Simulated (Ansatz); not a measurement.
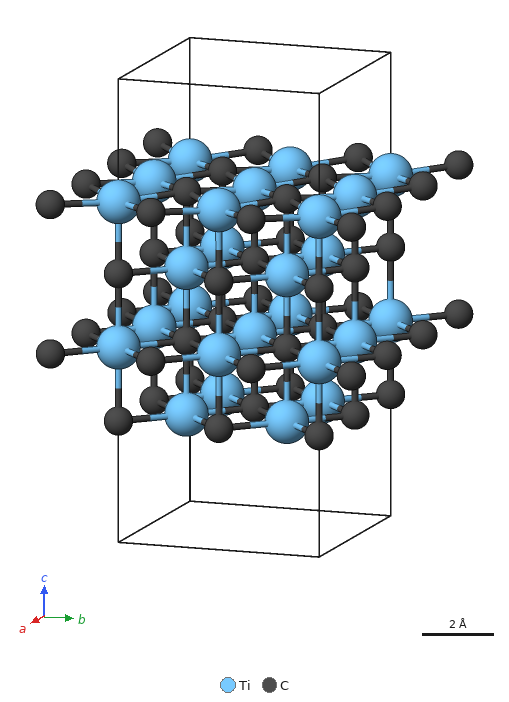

The structure as given in the input (ball-and-stick view of the cell of the calculation, with the vacuum cut short, seen slightly off an axis; bonded neighbours outside the cell are drawn too). An atom can appear more than once, as a periodic image.

## Single-point calculation of TiC (part 1 of 2)

- system: TiC (slab, 32 atoms in the cell)
- method: DFT PBE+D3(BJ), scalar-relativistic, plane waves, PAW, no spin polarisation (Ansatz 0.2.0)

The structure derives from an entry of the Crystallography Open Database. It belongs to a series of runs on one base structure; here: the slab at its places in the relaxed adsorbed structure. Figures and captions count atoms from 1; the log counts them from 0 in places.

**Input file**
```yaml
crystal:
  lattice:
    - [6.0686302357, 0.0, 0.0]
    - [0.0, 6.0686302357, 0.0]
    - [0.0, 0.0, 26.6770543883]
  atoms:
    - { symbol: Ti, position: [0.25, 0.25, 0.2998831836] }
    - { symbol: Ti, position: [0.25, 0.75, 0.2998831836] }
    - { symbol: Ti, position: [0.75, 0.25, 0.2998831836] }
    - { symbol: Ti, position: [0.75, 0.75, 0.2998831836] }
    - { symbol: C, position: [0.5, 0.5, 0.2998831836] }
    - { symbol: C, position: [0.5, 0.0, 0.2998831836] }
    - { symbol: C, position: [0.0, 0.5, 0.2998831836] }
    - { symbol: C, position: [0.0, 0.0, 0.2998831836] }
    - { symbol: Ti, position: [0.5, 0.5, 0.3803112835] }
    - { symbol: Ti, position: [0.5, 0.0, 0.3803112835] }
    - { symbol: Ti, position: [0.0, 0.5, 0.3803112835] }
    - { symbol: Ti, position: [0.0, 0.0, 0.3803112835] }
    - { symbol: C, position: [0.75, 0.75, 0.3803112835] }
    - { symbol: C, position: [0.75, 0.25, 0.3803112835] }
    - { symbol: C, position: [0.25, 0.75, 0.3803112835] }
    - { symbol: C, position: [0.25, 0.25, 0.3803112835] }
    - { symbol: Ti, position: [0.7500374953, 0.7503763566, 0.4600021994] }
    - { symbol: Ti, position: [0.7500387206, 0.2496550346, 0.4599781201] }
    - { symbol: Ti, position: [0.2499117656, 0.7503590148, 0.460011932] }
    - { symbol: Ti, position: [0.2499248341, 0.249712159, 0.4600129729] }
    - { symbol: C, position: [-4.56981e-05, -4.09151e-05, 0.46069366] }
    - { symbol: C, position: [-4.77034e-05, 0.5001131045, 0.4605004396] }
    - { symbol: C, position: [0.5000031109, -5.04777e-05, 0.4606681656] }
    - { symbol: C, position: [0.5000053617, 0.5001203045, 0.4604908847] }
    - { symbol: Ti, position: [-0.0002538158, 0.0003178838, 0.539026766] }
    - { symbol: Ti, position: [-0.0001444568, 0.4998127426, 0.5381489698] }
    - { symbol: Ti, position: [0.5001925232, 0.0002978001, 0.5387547115] }
    - { symbol: Ti, position: [0.5000907645, 0.4998541754, 0.5381900025] }
    - { symbol: C, position: [0.2501067816, 0.2508366402, 0.5427600877] }
    - { symbol: C, position: [0.2500556485, 0.7494209248, 0.5432990665] }
    - { symbol: C, position: [0.7498724879, 0.2503762465, 0.5430745577] }
    - { symbol: C, position: [0.7499079026, 0.7497156169, 0.5431699824] }
basis:
  ecutwfc: 420
kpoints:
  mp_grid: { grid: [3, 3, 1] }
hamiltonian:
  xc: pbe
  dispersion: d3bj
scf:
  occupations: { method: gaussian, width: 0.1 }
output:
  forces: true
  eigenvalues: true
  write_density: true
  volumetric_format: npy
efield:
  axis: 3
  dipole_correction: true
  ramp_width: 0.04
```

Launched with:
```bash
ansatz run input.yaml --threads 4 --pin off --max-ram 10240MiB --backend cpu --events-out ev --progress --plain --runs-dir out
```

**Log**
```
Engine: ansatz 0.2.0, x86_64-unknown-linux-gnu
Pseudopotentials: kind: paw
Pseudopotential: Ti, paw, valence charge 12, recommended cutoff 420 eV (normal), Ti.paw.azcp
Pseudopotential: C, paw, valence charge 4, recommended cutoff 420 eV (normal), C.paw.azcp
Functional definition: PBE
  parameter kappa = 0.804
  parameter beta = 0.06672455060314922
  exchange = pbe_x(kappa = kappa, mu = beta*pi^2/3)
  correlation = pbe_c(beta = beta)
Crystal: 32 atoms, lattice volume = 982.470 Å³
Basis set: ecut = 420 eV, 19197 PW (Γ), exchange–correlation on 90×90×360 points (8 copies of the dense FFT grid, shifted against one another)
Bands: 160, of which v1, the nominal top of the filled ones, is band 128 counted from 1 (127 counted from 0)
Symmetry: 1 space group operations
Space group: P1 (ITA 1), of the structure as read, at distance tolerance 9.9e-5 Å
k-points: 5 of 9 (time reversal used)
Non-local potential: Ti, projectors of the file, l = 0: 3, l = 1: 2, l = 2: 3, l = 3: 1
Non-local potential: C, projectors of the file, l = 0: 2, l = 1: 2, l = 2: 1
PAW form: soft (Blöchl's): semilocal exchange-correlation on the pseudo side does not see the compensation charge
PAW one-centre angular grid: Ti, 590 points (default); XC on 64 Gauss nodes
PAW one-centre angular grid: C, 110 points (default); XC on 64 Gauss nodes
Initial density: superposition of atomic densities (neutral atoms: chi_scale 0, normalization atom), corrected by the library's trained network
Initial wavefunctions: pseudopotential atomic-orbital guess
Functional: x = pbe(κ = 0.804, μ = 0.2195149727645171), c = pbe(β = 0.06672455060314922)
SCF iter   1: F=—  HF=-44039.373384 eV  |F-HF|=—  |Δ(HF+E_count)|=         —  Δρ=3.38e-3  dr2=3.16e-1  ethr=1.77e-3  p=-0.081 e·Å  D=-1.50e-2 V/Å  ΔV_dip=0.40 eV  dr2_dipole=1.37e-2  V_vac-E_F(+/−)=4.58/4.18 eV  ⟨swp⟩=7.0  Hψ=3695  notcnv=0
efield: sawtooth ramp at fractional position 0.9016 (placed from the atoms, in the widest stretch of the axis that holds none; the zero of the levels goes with the place), width 0.0400; the density the first Hamiltonian is built on has a dipole p = -0.081 e·Å; the dipole correction subtracts the counter field D = -1.50e-2 V/Å, which shifts the + side's vacuum level by +0.40 eV against the − side's; the planar-averaged density in the ramp window peaks in size at 5.7e-6 e/Å³
preconditioner: auto → LDOS  [metal: Δε(μ)=0.089 eV  Ē_g=6.424 eV  σ=0.100 eV  W_gap=0.43  n_scr=158 (ndim 8)  ℏωp=13.4 eV  f_vac=0.620  D(μ)=9.43/eV (n_scr^D=38)  β→1.0]
SCF iter   2: F=—  HF=-44039.379431 eV  |F-HF|=—  |Δ(HF+E_count)|=   6.05e-3  Δρ=3.02e-3  dr2=1.57e-1  ethr=1.23e-4  p=-0.081 e·Å  D=-1.49e-2 V/Å  ΔV_dip=0.40 eV  dr2_dipole=4.67e-4  V_vac-E_F(+/−)=4.50/4.10 eV  ⟨swp⟩=2.0  Hψ=1266  notcnv=0  defer=113
SCF iter   3: F=—  HF=-44039.362321 eV  |F-HF|=—  |Δ(HF+E_count)|=   1.71e-2  Δρ=1.07e-3  dr2=1.53e-2  ethr=6.13e-5  p=-0.090 e·Å  D=-1.65e-2 V/Å  ΔV_dip=0.44 eV  dr2_dipole=2.66e-7  V_vac-E_F(+/−)=4.55/4.11 eV  ⟨swp⟩=2.0  Hψ=998  notcnv=0  defer=113
SCF iter   4: F=—  HF=-44039.360169 eV  |F-HF|=—  |Δ(HF+E_count)|=   2.15e-3  Δρ=1.88e-4  dr2=6.73e-4  ethr=5.97e-6  p=-0.088 e·Å  D=-1.62e-2 V/Å  ΔV_dip=0.43 eV  dr2_dipole=4.20e-5  V_vac-E_F(+/−)=4.54/4.11 eV  ⟨swp⟩=3.0  Hψ=1020  notcnv=0  defer=113
SCF iter   5: F=—  HF=-44039.360110 eV  |F-HF|=—  |Δ(HF+E_count)|=   5.89e-5  Δρ=5.08e-5  dr2=3.25e-5  ethr=2.63e-7  p=-0.088 e·Å  D=-1.62e-2 V/Å  ΔV_dip=0.43 eV  dr2_dipole=4.38e-6  V_vac-E_F(+/−)=4.54/4.11 eV  ⟨swp⟩=3.0  Hψ=1152  notcnv=0  defer=113
SCF iter   6: F=—  HF=-44039.360111 eV  |F-HF|=—  |Δ(HF+E_count)|=   9.00e-7  Δρ=1.98e-5  dr2=7.18e-6  ethr=1.27e-8  p=-0.088 e·Å  D=-1.63e-2 V/Å  ΔV_dip=0.43 eV  dr2_dipole=6.27e-7  V_vac-E_F(+/−)=4.54/4.11 eV  ⟨swp⟩=2.4  Hψ=1364  notcnv=0  defer=22
SCF iter   7: F=—  HF=-44039.360111 eV  |F-HF|=—  |Δ(HF+E_count)|=   4.32e-7  Δρ=5.96e-6  dr2=6.42e-7  ethr=2.80e-9  p=-0.088 e·Å  D=-1.62e-2 V/Å  ΔV_dip=0.43 eV  dr2_dipole=9.62e-8  V_vac-E_F(+/−)=4.54/4.11 eV  ⟨swp⟩=2.0  Hψ=1006  notcnv=0  defer=22
SCF iter   8: F=—  HF=-44039.360112 eV  |F-HF|=—  |Δ(HF+E_count)|=   5.02e-7  Δρ=3.01e-6  dr2=1.50e-7  ethr=3.91e-11  p=-0.088 e·Å  D=-1.62e-2 V/Å  ΔV_dip=0.43 eV  dr2_dipole=2.14e-8  V_vac-E_F(+/−)=4.54/4.11 eV  ⟨swp⟩=17.6  Hψ=4481  notcnv=0
SCF iter   9: F=-44039.360112 eV  HF=-44039.360112 eV  |F-HF|=5.30e-8  |Δ(HF+E_count)|=   1.45e-7  Δρ=9.41e-7  dr2=9.36e-9  ethr=3.91e-11  p=-0.088 e·Å  D=-1.62e-2 V/Å  ΔV_dip=0.43 eV  dr2_dipole=6.95e-10  V_vac-E_F(+/−)=4.54/4.11 eV  ⟨swp⟩=4.0  Hψ=2261  notcnv=0
SCF 1 converged in 9 iterations: F = -44039.360112 eV  dr2 = 9.36e-9
  greatest PAW one-centre occupation: 0.999 electrons in one spin orbital (limit 2), on the Ti atom at site 19 (counted from 0), in its partial waves of l = 0
```

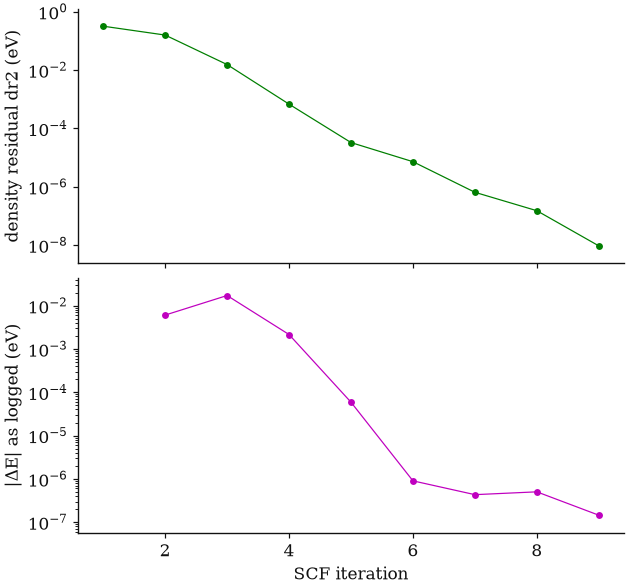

Convergence of the self-consistent field: density residual dr2 and size of the energy change against the SCF iteration. The residual falls at every step.

```
SCF converged after 9 iterations
Free energy (F): -44039.360112 eV
Harris-Foulkes:  -44039.360112 eV  (|F-HF|=5.30e-8)
Internal energy: -44039.314692 eV  (E = F + TS)
E sigma→0 (E₀):  -44039.337402 eV
Entropy (-TS):   -0.045420 eV (-1.419 meV/atom)
Fermi energy:    1.920199 eV
Dipole field:    D = -0.016262 V/Å  (p = -0.088292 e·Å, saw-weighted, corrected)
Work function:   Φ+ = 4.5442 eV   Φ− = 4.1104 eV
Levels:          The Fermi level and band energies are counted from a zero that moves with the ramp; work functions are not
--- Per-component energies (eV) ---
  E_band       = -4970.332694
  E_kinetic    = 5785.999629
  E_local      = -349755.281706  (includes V_loc(G=0)·N_el)
  E_nonlocal   = 517.729520
  E_hartree    = 172110.690689
  E_xc         = -2350.127664
  E_vxc        = -2933.452287  (∫ρ·V_xc dr)
  E_paw        = -18325.725878  (= ΣΔE_a)
  E_vpaw       = -2806.538057  (= ΣTr[D̂ρ^β])
  E_aug_tail   = 0.002313  (compensation charges beyond the density's cutoff)
  E_efield     = 0.000718  (sawtooth field / dipole correction)
  E_vefield    = -0.175017  (∫n·V_field dr)
  E_ewald      = 147988.279305
  E_disp       = -10.881618  (pairwise vdW)
  E_smearing   = -0.045420  (= −TS)
  E_closure    = -0.000000  (closes the sum)
  Σ components = -44039.360112   (vs F -44039.360112, Δ=0.00e0)
--- Forces (eV/Å), atoms counted from 1 ---
  atom   1  Ti     0.00026904     0.00121156     1.51304233
  atom   2  Ti     0.00027287    -0.00135657     1.51227663
  atom   3  Ti    -0.00009455     0.00099726     1.51127953
  atom   4  Ti    -0.00008917    -0.00113373     1.51390643
  atom   5  C     -0.00000742     0.00010520    -1.21365959
  atom   6  C      0.00021032     0.00004716    -1.20610253
  atom   7  C     -0.00009315     0.00013659    -1.21216211
  atom   8  C     -0.00031181     0.00002140    -1.20589403
  atom   9  Ti    -0.00193504     0.00088926     0.15204896
  atom  10  Ti    -0.00264597     0.00008177     0.15467072
  atom  11  Ti     0.00089001     0.00080763     0.14341447
  atom  12  Ti     0.00159810     0.00023707     0.16396220
  atom  13  C      0.00010130     0.00401125    -0.45413133
  atom  14  C      0.00013222    -0.00322963    -0.45367188
  atom  15  C     -0.00074364     0.00464160    -0.44691252
  atom  16  C     -0.00056024    -0.00330602    -0.45995971
  atom  17  Ti    -0.00243979    -0.01253806    -0.01053304
  atom  18  Ti    -0.00271987     0.01443203    -0.01914195
  atom  19  Ti     0.00381350    -0.00878916    -0.00608501
  atom  20  Ti     0.00310562     0.00944766    -0.02351423
  atom  21  C      0.00020272     0.00414514     0.03584949
  atom  22  C     -0.00119389    -0.00491261    -0.00678657
  atom  23  C      0.00017868     0.00484482     0.01244464
  atom  24  C      0.00168178    -0.00500955    -0.00246911
  atom  25  Ti     0.03463280    -0.04626578    -0.20565676
  atom  26  Ti     0.02052832     0.04694467     0.10011307
  atom  27  Ti    -0.03292063    -0.04344259    -0.10122885
  atom  28  Ti    -0.01905374     0.04271078     0.07231824
  atom  29  C     -0.01436564    -0.07965321     0.09999246
  atom  30  C     -0.01042385     0.07048865    -0.00969382
  atom  31  C      0.01242251    -0.04309651     0.04240080
  atom  32  C      0.00955835     0.04653192     0.00992011
  max |Σ_I F_I| component: 3.71e-5 eV/Å
--- Band table (eV; the first three rows and the last of 5) ---
```
